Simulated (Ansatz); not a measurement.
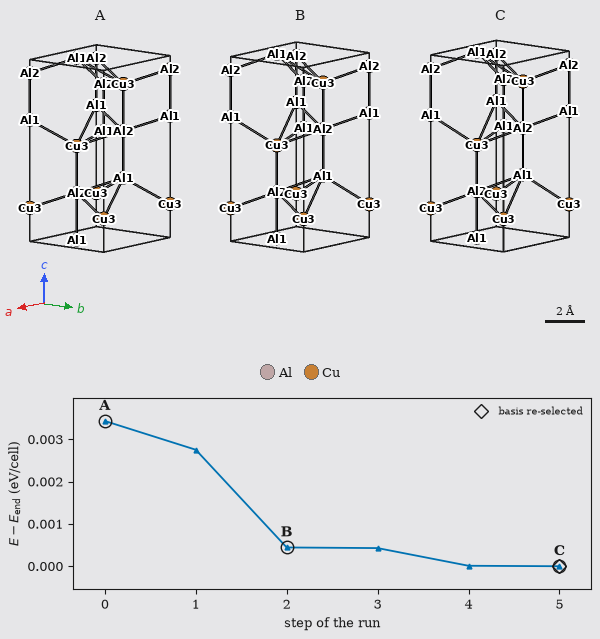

Frames of a relaxation of crystalline Al2Cu (a generated structure, set up in R3m), marked on the history of the run. A ball-and-stick model of the conventional cell (3 times the calculation's cell), seen from a free direction. Lengths and directions refer to the drawn axes.

Method: DFT PBE, scalar-relativistic, plane waves, PAW in Ansatz 0.2.0. Settings: plane-wave cutoff 420 eV; k-point mesh 12 × 12 × 12; occupations gaussian; smearing width 0.1 eV; no spin polarisation; cell and atoms relaxed; force threshold 0.01 eV/Å; at most 80 steps.

What happens along the run?

Over 4 accepted moves (5 points after the start) the energy falls by 3.4 meV per cell of the calculation. Largest force component: 0.034 eV/Å at the start, 0.001 eV/Å at the end. Pressure: −0.16 GPa at the start and 0.00 GPa at the end. At 1 point the geometry stayed and the basis and grid were re-selected for the new cell (energy shift of less than 0.05 meV per cell of the calculation at most each time). The atom that moves furthest relative to the cell is Al1 (0.089 Å along +c). By element the largest moves are Al 0.089 Å, Cu 0.084 Å. Cell: a = b 4.259 → 4.201 Å (−1.4 %), c 10.045 → 10.293 Å (+2.5 %). Volume −0.3 %. Some distances before and after: Al1–Cu3 2.883 → 2.971 Å, Al1–Al2 2.601 → 2.573 Å, Al2–Cu3 2.589 → 2.573 Å. The space group (tolerance 0.01 Å) goes from R3m (No. 160) to F-43m (No. 216). From step 0 to 2: Al and Cu atoms move most (0.06 Å), volume −0.4 %, energy −3.0 meV per cell of the calculation. From step 2 to 5: Al1 moves most (0.03 Å), volume +0.1 %, energy −0.4 meV per cell of the calculation.
